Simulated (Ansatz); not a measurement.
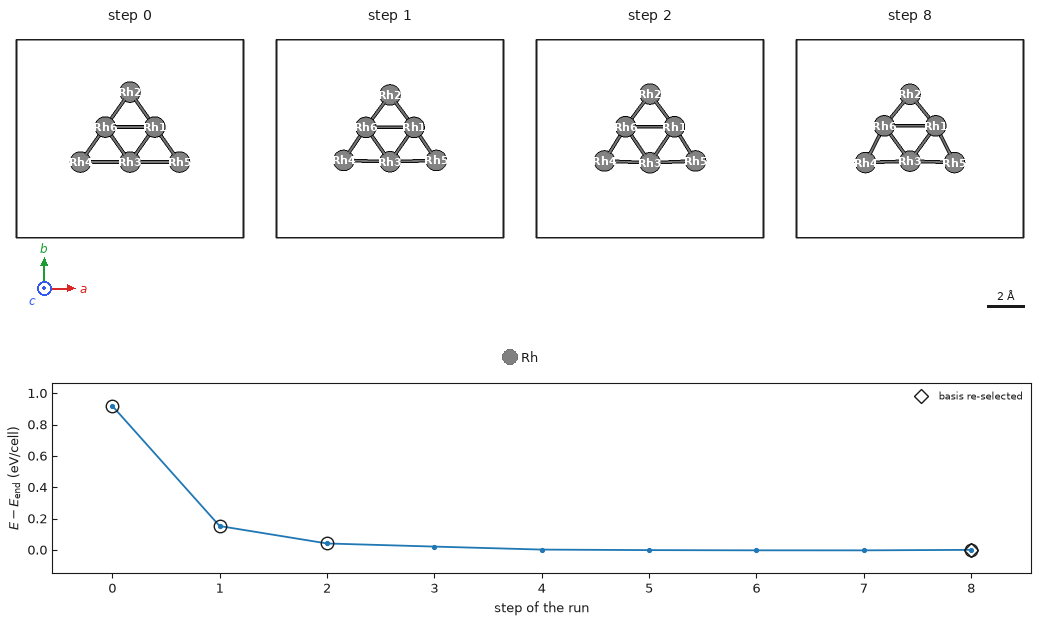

Frames of a relaxation of a wire of composition Rh, marked on the history of the run. A ball-and-stick model of the 2 repeat of the cell, with the vacuum cut short, seen along the c axis.

Case: wire along [1 1 0], 6 atoms a period.

The calculation used DFT PBE, scalar-relativistic, plane waves, PAW (Ansatz 0.2.0).

Input
```yaml
crystal:
  lattice:
    - [14.4, 0.0, 0.0]
    - [0.0, 13.1, 0.0]
    - [0.0, 0.0, 2.7082034564]
  atoms:
    - { symbol: Rh, position: [0.5940348422, 0.5, 0.0] }
    - { symbol: Rh, position: [0.5, 0.6461823686, 0.5] }
    - { symbol: Rh, position: [0.5, 0.3538176314, 0.5] }
    - { symbol: Rh, position: [0.3119303155, 0.3538176314, 0.5] }
    - { symbol: Rh, position: [0.6880696845, 0.3538176314, 0.5] }
    - { symbol: Rh, position: [0.4059651578, 0.5, 0.0] }
basis:
  ecutwfc: 420
kpoints:
  mp_grid: { grid: [1, 1, 20] }
hamiltonian:
  xc: pbe
scf:
  occupations: { method: gaussian, width: 0.05 }
output:
  forces: true
  stress: true
  eigenvalues: true
  populations: true
  write_density: true
  write_potential: true
  elf: true
  volumetric_format: npy
relax:
  adjacent_minimum: "off"
  f_tol: 0.02
  max_steps: 45
  cell: { fix: [a, b, alpha, beta, gamma], stress_tol: 0.03 }
```

Launched with:
```bash
ansatz run input.yaml --threads 4 --pin off --max-ram 11264MiB --backend cpu --events-out ev --progress --plain --runs-dir out
```

### Describe the path.

Over 7 accepted moves (8 points after the start) the energy falls by 0.919 eV per cell of the calculation. The largest force component goes from 1.6 to 0.018 eV/Å. At 1 point the geometry stayed and the basis and grid were re-selected for the new cell (energy shift of 3.2 meV per cell of the calculation at most each time). The largest moves relative to the centre of the atoms, 0.28 Å, are those of Rh4 and Rh5. Along the periodic axis the drawn cell goes c 5.416 → 5.168 Å (−4.6 %). Among the contacts that change: Rh3–Rh4 2.708 → 2.436 Å, Rh1–Rh1 2.708 → 2.584 Å, Rh1–Rh5 2.708 → 2.596 Å, Rh1–Rh6 2.708 → 2.815 Å. Among the angles between lasting bonds that change: Rh1–Rh2–Rh6 60.0° → 66.2°, Rh1–Rh2–Rh6 90.0° → 95.8°, Rh3–Rh4–Rh6 60.0° → 65.2°. The run took 100 s on 4 threads of AMD EPYC 7R43 64-Core Processor (Zen 3), on a shared host, peak memory 1.1 GiB. From step 0 to 1: Rh atoms move most (0.19 Å), energy −0.767 eV per cell of the calculation. From step 1 to 2: Rh3 moves most (0.06 Å), energy −0.111 eV per cell of the calculation. From step 2 to 8: Rh atoms move most (0.10 Å), energy −40.7 meV per cell of the calculation.

```
step  E − E(0), meV/atom  largest force component, eV/Å                      note
   0                0.00                         1.5786                          
   1             -127.84                         0.6981                          
   2             -146.38                         0.3248                          
   3             -149.70                         0.3431                          
   4             -152.89                         0.0962                          
   5             -153.46                         0.0559                          
   6             -153.67                         0.0386                          
   7             -153.70                         0.0177                          
   8             -153.17                         0.0178  same geometry, new basis
```

Limits of the set-up: the k-point mesh is coarse for a cell with partly filled bands.
